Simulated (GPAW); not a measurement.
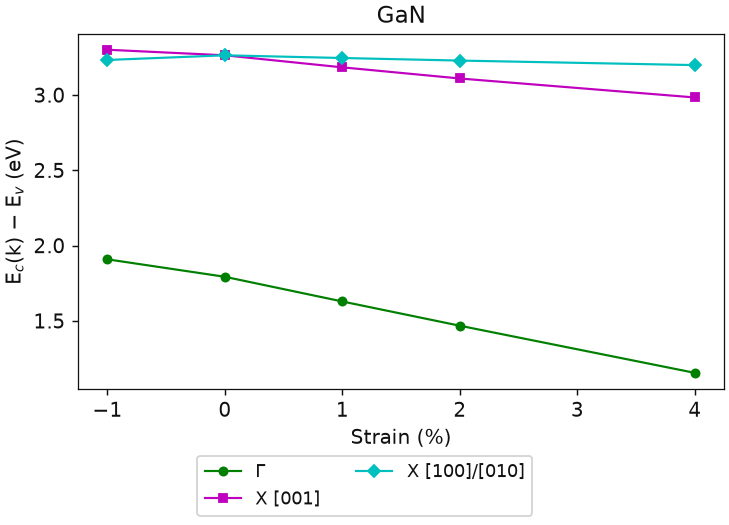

Lowest conduction level at each named k point, counted from the valence-band top at Γ.

System: zincblende GaN, space group F-43m, 2 atoms in the primitive cell; unstrained, cubic a = 4.507 Å. The cell is strained along x and y by the value listed, with the other lengths fixed. The atoms keep their fractional positions. Points keep the names of the unstrained cell; those that the strain makes unlike carry their directions on the cubic axes x, y, z. GPAW; PBEsol, PAW data sets generated in the run's folder for this functional, no spin polarisation, no spin-orbit coupling, 10×10×10 k mesh, 800 eV cutoff.

How does the strain split the X points of the conduction band?

Unstrained, the X points are equivalent. At +4 % the lowest conduction level is 2.98 eV at X [001] and 3.20 eV at X [100]/[010] above the valence top, a splitting of 0.21 eV, or 54 meV for each 1 % of strain on average.

Which of these conduction levels is lowest, and does that change?

The lowest is the one at Γ, over the whole range, so among these points the gap stays direct.

The values:
| strain | Γ (eV) | X [001] (eV) | X [100]/[010] (eV) |
| --- | --- | --- | --- |
| −1 % | 1.91 | 3.30 | 3.23 |
| 0 % | 1.79 | 3.26 | 3.26 |
| +1 % | 1.63 | 3.18 | 3.25 |
| +2 % | 1.47 | 3.11 | 3.23 |
| +4 % | 1.16 | 2.98 | 3.20 |

The strain splits the threefold valence top at Γ, and levels count from its highest part. LDA, GGA and most meta-GGA functionals understate gaps. The usual form of GaN is wurtzite. The potentials hold the d shell of Ga in the core, which widens gaps.
